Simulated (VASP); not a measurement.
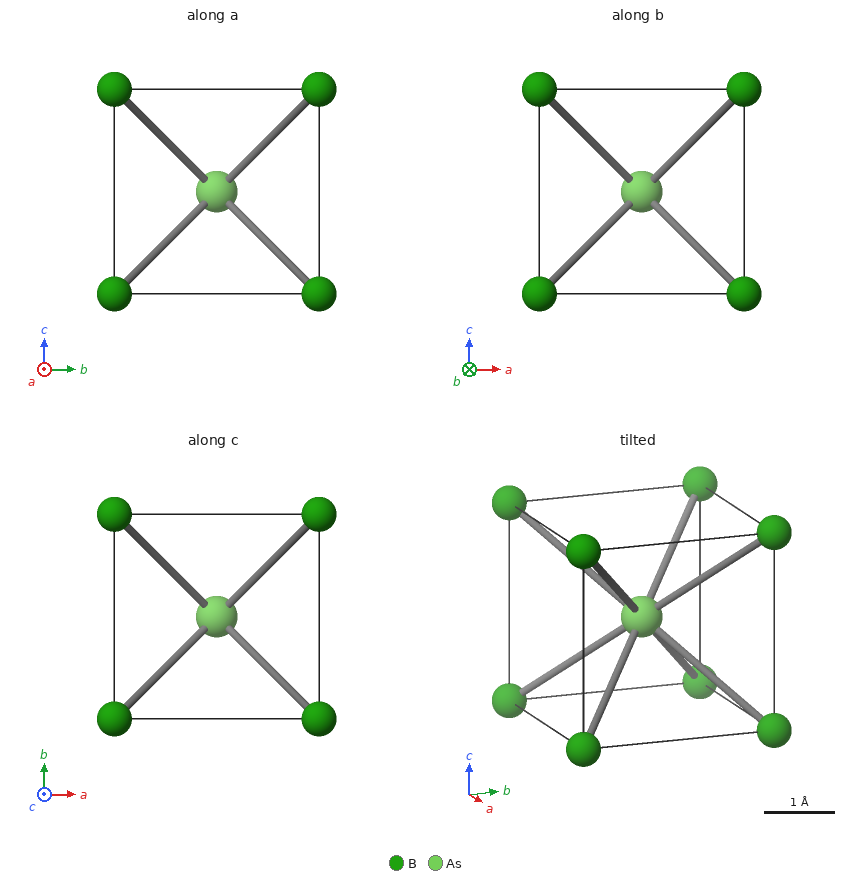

Ball-and-stick representation of a periodic structure, projected along the a axis, along the b axis, along the c axis and slightly off an axis. Atoms at the boundary of the conventional unit cell (the box) are drawn once for each face, edge or corner they touch.

Lattice parameters: a = 2.926 Å, b = 2.926 Å, c = 2.926 Å, α = 90.00°, β = 90.00°, γ = 90.00°. Put a along x and b in the xy plane.

Q: Record the structure as a POSCAR file.

A:
```
B As
1.0
     2.926    0.000    0.000
     0.000    2.926    0.000
     0.000    0.000    2.926
B As
1 1
Direct
  0.0000 0.0000 0.0000
  0.5000 0.5000 0.5000
```

The initial geometry was a structure type filled with these elements by a generator (whether the compound takes this form wasn't checked). The final geometry of a relaxation with DFT, r2SCAN, plane waves, PAW in VASP is shown.
